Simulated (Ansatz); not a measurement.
System MoS₂ (space group R3m, No. 160); source of the atomic positions: the geometry relaxed with DFT PBE, scalar-relativistic, plane waves, PAW in Ansatz.

```cif
data_structure
_symmetry_space_group_name_H-M 'P 1'
_symmetry_Int_Tables_number 1
_cell_length_a 3.1851
_cell_length_b 3.1851
_cell_length_c 22.0672
_cell_angle_alpha 90.000
_cell_angle_beta 90.000
_cell_angle_gamma 120.000
_cell_volume 193.88
loop_
_atom_site_label
_atom_site_type_symbol
_atom_site_fract_x
_atom_site_fract_y
_atom_site_fract_z
_atom_site_occupancy
Mo1 Mo 0.00000 0.00000 0.00001 1
S1 S 0.00000 0.00000 0.26254 1
S2 S 0.33333 0.66667 0.07082 1
Mo2 Mo 0.66667 0.33333 0.33334 1
S3 S 0.66667 0.33333 0.59587 1
S4 S 0.00000 0.00000 0.40415 1
Mo3 Mo 0.33333 0.66667 0.66668 1
S5 S 0.33333 0.66667 0.92921 1
S6 S 0.66667 0.33333 0.73748 1
```

Describe how the polyhedra about Mo are linked (bonds: Mo–S below 2.7 Å).

Mo: MoS6 trigonal prism, sharing edges with six neighbours.

They form layers of edge-sharing trigonal prisms parallel to (001).

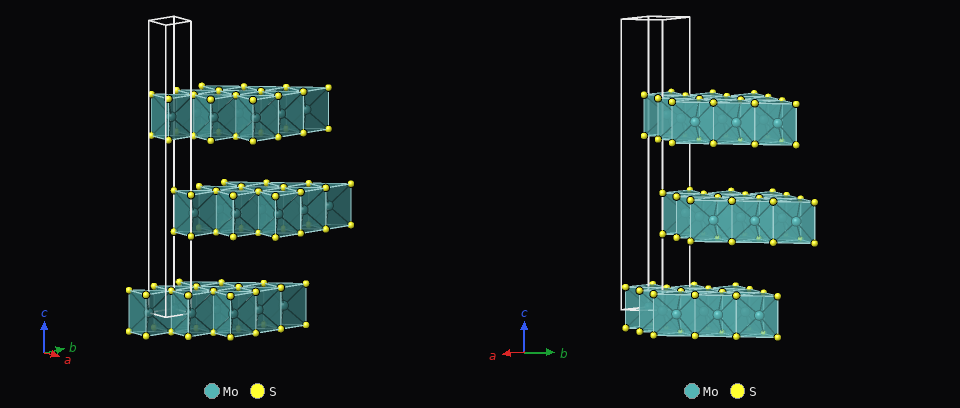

Polyhedra are drawn about Mo (bonds: Mo–S below 2.7 Å); other atoms are plain spheres. Two views of the same piece.
